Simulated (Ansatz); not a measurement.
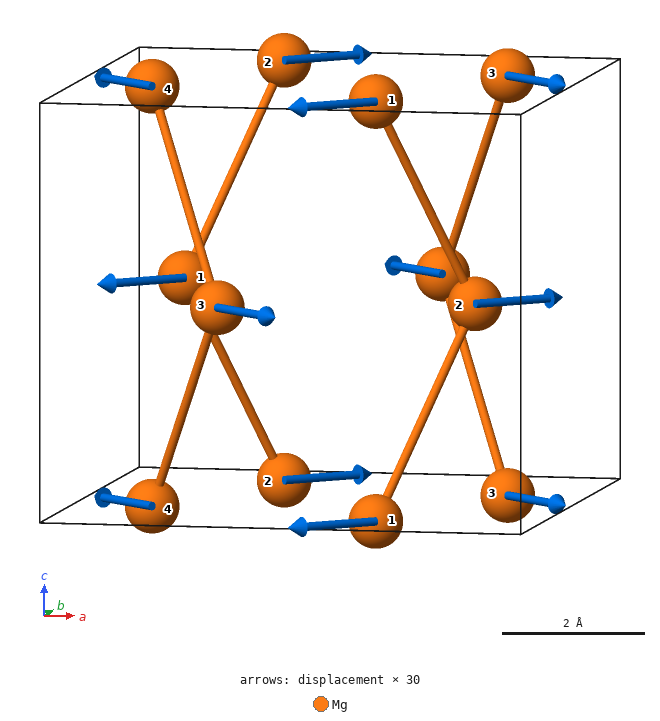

A symmetric starting cell of Mg (made from another compound by putting Mg in place of Sr). The blue arrows show how the atoms are displaced (without the part that the change of the cell carries along), magnified 30 times. Besides, the cell is strained by +8.3 % along c and −0.7 % across it (volume +6.7 %). Style: ball-and-stick. Shown: the conventional cell (2 times the calculation's cell), slightly off an axis. Lengths and directions refer to the drawn axes.

Method: DFT PBE, scalar-relativistic, plane waves, PAW in Ansatz 0.2.0. Settings: plane-wave cutoff 420 eV; k-point mesh 10 × 10 × 10; occupations gaussian; smearing width 0.1 eV; no spin polarisation.

> How are the atoms displaced, and what does the calculation give?

Atoms are displaced by 0.05 Å relative to the cell: Mg2 0.05 Å along [1 1 0]. No relaxation follows. The starting cell wasn't computed here and needn't be at equilibrium, so pressure and forces aren't due to the change alone. The pressure is −5.1 GPa (not all of it need come from the change, since the unchanged cell can be under pressure at this level too). The principal stresses (compression positive) are −5.9 GPa along c and −4.7 GPa across it. The largest forces, 0.15 eV/Å, act on Mg1, Mg2, Mg3 and Mg4; on Mg3 it points along [−1 1 0]. The forces point straight back along the displacements (cosine −1.00). Near-neighbour distances before and after: Mg–Mg 3.421 → 3.679 Å, Mg–Mg 3.228 → 3.105 Å. The space group stays I4/mcm (No. 140).
